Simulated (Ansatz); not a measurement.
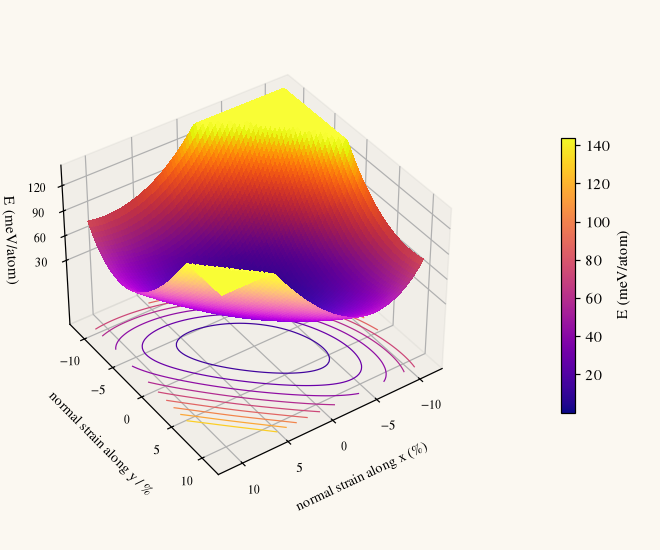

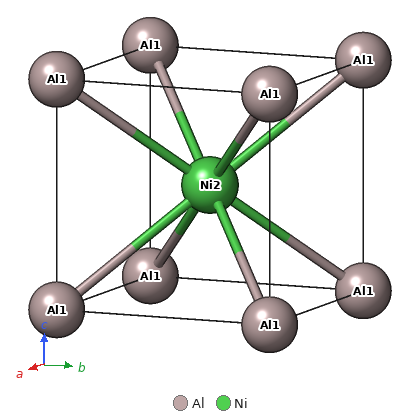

Energy landscape of AlNi (P4/mmm, No. 123; 2 atoms in the cell). The energy is mapped over two homogeneous strains. The first coordinate is: normal strain along x; the second: normal strain along y. Nothing is relaxed (symmetry fixes all fractional coordinates). The grid has 7 × 7 points; 28 points were computed and 21 follow by symmetry. Points are written as (first, second). All energies are given in meV/atom relative to the lowest grid point. The runs have no spin polarisation; a magnetic state may lie lower. Theory: DFT PBE, scalar-relativistic, plane waves, PAW in Ansatz 0.2.0. Settings: cutoff 520 eV, k-mesh 16×16×16, gaussian smearing 0.15 eV, no spin polarisation.

In the figure: a relief with its contours projected below, any walls above the top of the colour scale cut off. Between grid points the surface is interpolated. The second picture is the structure at the lowest point

What does the map say about the system?

The lowest grid point is at (0.0 %, 0.0 %). It is the only kind of minimum in the scanned range. The highest grid point, (−11.0 %, −11.0 %), lies 424 meV/atom above the lowest. Round the minimum the valley is strongly tilted: raising normal strain along x shifts the best value of normal strain along y downwards (coupling k₁₂/√(k₁₁k₂₂) about 0.6).

Each point was launched as `ansatz run input.yaml --threads 2 --pin off --max-ram 4096MiB --backend cpu --events-out ev --progress --plain --runs-dir out`. Time for the 28 points that were run: 13 min on 2 threads of Arm Neoverse N1 (shared host).

PAW datasets: the set soft_1.
